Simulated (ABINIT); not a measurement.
# Run report: Y, phonons q calculation (part 3 of 3)

Y (P6₃/mmc, 2 atoms in the cell); Kohn-Sham DFT of a periodic cell, LDA-PZ, HGH LDA, no spin polarisation (ABINIT 10.8.3); cutoff 408.17 eV, 8×8×6 k-mesh, cold smearing of 0.2 eV. The structure derives from an entry of the Crystallography Open Database.

Geometry of the input (Å; fractional positions):
```
3.5041  0.0000  0.0000
-1.7521  3.0347  0.0000
0.0000  0.0000  5.4055
Y  0.6667  0.3333  0.7500
Y  0.3333  0.6667  0.2500
```

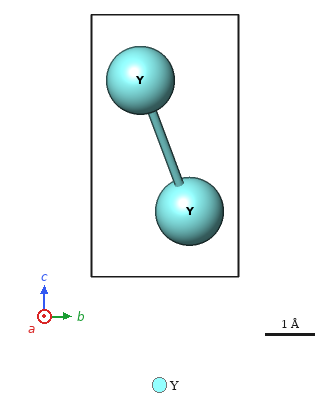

**Figure 1.** The structure as given in the input (ball-and-stick view of the cell of the calculation, along the a axis). An atom can appear more than once, as a periodic image.

Further notes kept with the run: chneut/=0 not allowed with q/=0 => chneut reset to 0 locally; asr/=0 not allowed with q/=0 => asr reset to 0 locally.
